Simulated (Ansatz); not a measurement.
## Electronic structure of SiO in real space

```xyz
8
Lattice="4.8673 0.0000 0.0000 0.0000 0.0000 -4.8673 0.0000 4.8673 0.0000" Properties=species:S:1:pos:R:3 pbc="T T T"
Si    1.2168    1.2168   -3.6505
Si    3.6505    3.6505   -3.6505
Si    3.6505    1.2168   -1.2168
Si    1.2168    3.6505   -1.2168
O     2.4336    0.0000   -2.4336
O     0.0000    2.4336   -2.4336
O     0.0000    0.0000    0.0000
O     2.4336    2.4336    0.0000
```

Space group F-43m; a structure generated by program, which may or may not match a known phase.

The calculation used DFT PBE, scalar-relativistic, plane waves, PAW in Ansatz.

In a PAW calculation such maps are meaningful between the atoms, not at the nuclei.

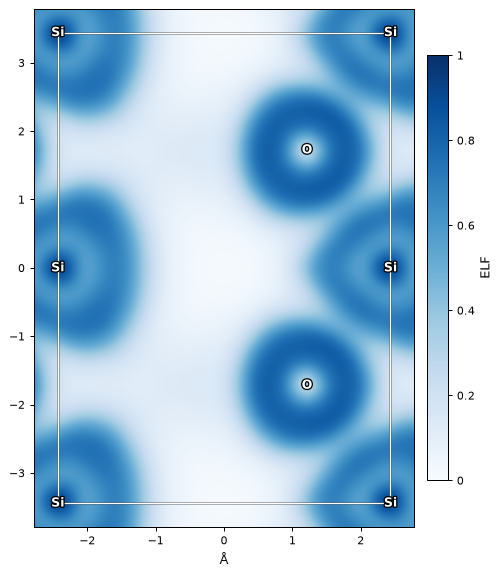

Figure 1. Electron localisation function on the (110) plane of the conventional cell.

> What does the map show?

- The section cuts through Si and O sites.
- Si–O (2.11 Å): the ELF peaks at about 0.85 in the valence shell of O, 0.6 Å from its nucleus, and drops to about 0.50 between the two atoms.

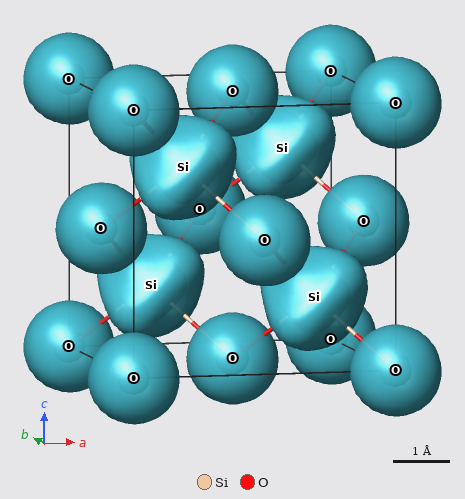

Figure 2. Isosurface of the electron localisation function at 0.65 (cyan), seen slightly off an axis. Core shells and regions of very low density are left out. Sticks mark near contacts.

> Identify the bonds, lone pairs and shells in this picture.

The ELF exceeds this value in four regions wrapped around O (the valence shell of each), four regions wrapped around Si (the valence shell of each) and four small core shells on Si, counted in one cell of 8 atoms. Regions shared between cells count once.

> Does the calculation make it a metal, or give it a gap?

It is gapless in this calculation (a metal or semimetal).
